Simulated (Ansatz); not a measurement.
System: AlGa₃N₄, space group P-43m (No. 215).

The given structure:
```yaml
crystal:
  lattice:
    - [4.43759, 0.00000, 0.00000]
    - [0.00000, 4.43759, 0.00000]
    - [0.00000, 0.00000, 4.43759]
  atoms:
    - { symbol: Al, position: [0.00000, 0.00000, 0.00000] }
    - { symbol: Ga, position: [0.50000, 0.50000, 0.00000] }
    - { symbol: Ga, position: [0.50000, 0.00000, 0.50000] }
    - { symbol: Ga, position: [0.00000, 0.50000, 0.50000] }
    - { symbol: N, position: [0.75505, 0.75505, 0.24495] }
    - { symbol: N, position: [0.75505, 0.24495, 0.75505] }
    - { symbol: N, position: [0.24495, 0.75505, 0.75505] }
    - { symbol: N, position: [0.24495, 0.24495, 0.24495] }
```

Computed with Ansatz 0.2.0: infrared-active and silent optical phonons at the zone centre of an insulator with atoms at rest in the given cell, intensity summed over the level, zero macroscopic field, imaginary frequencies are negative, field response on a mesh refined by the program; PAW. Level: PBEsol, no spin polarisation.

wave cutoff 420 eV; k mesh 6×6×6; occupations fixed; volume relative to the relaxed cell 0.98.

What does the calculation give for the infrared spectrum of the zone-centre phonons?

The strongest infrared line is at 575.3 cm⁻¹, followed by 671.7 (26 % of it).

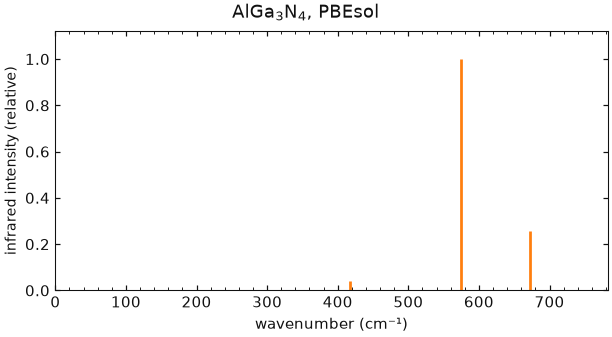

The spectrum is scaled to its strongest line. These are zero-field (TO) frequencies; inactive modes don't show.

Note: field response not converged on the k mesh.
